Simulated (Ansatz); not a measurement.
Input structure:

```
CELL_PARAMETERS angstrom
3.38818 0.00000 0.00000
-1.69409 2.93425 0.00000
0.00000 0.00000 11.80504
ATOMIC_POSITIONS crystal
Hf 0.66667 0.33333 0.89940
Hf 0.33333 0.66667 0.39940
Hf 0.66667 0.33333 0.60060
Hf 0.33333 0.66667 0.10060
S 0.00000 0.00000 0.75000
S 0.00000 0.00000 0.25000
```

Q: Give a crystallographic description of this input.

A: Chemical formula Hf2S. The structure has P6_3/mmc (No. 194) symmetry and a primitive hexagonal lattice. In the cell are 4 Hf, 2 S, which makes 2 formula units. The neighbours of Hf are three Hf and three S (3.08 Å to Hf, 2.63 Å to S). Each S has six Hf in a trigonal prismatic arrangement at 2.63 Å. Not all metal-metal contacts are counted. The bonds build a three-dimensional framework.

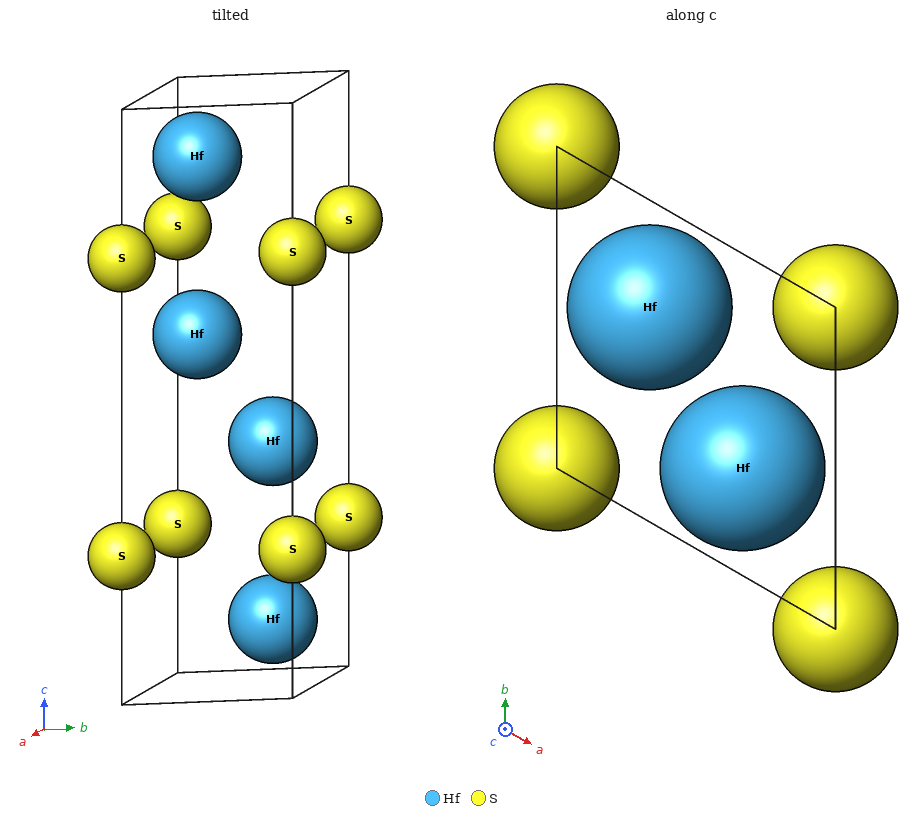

Spheres-only model, viewed slightly off an axis and along the c axis. The edges of the conventional unit cell are marked. Colours: hafnium blue, sulfur yellow.

Its origin is a structure listed in the Materials Project. Earlier steps of the study may have refined or changed the cell and positions. It went into a calculation with Ansatz.

At this level of theory the cell isn't at rest (stretched, at -8 GPa), so its distances can differ from those at equilibrium, the more so the softer the solid.
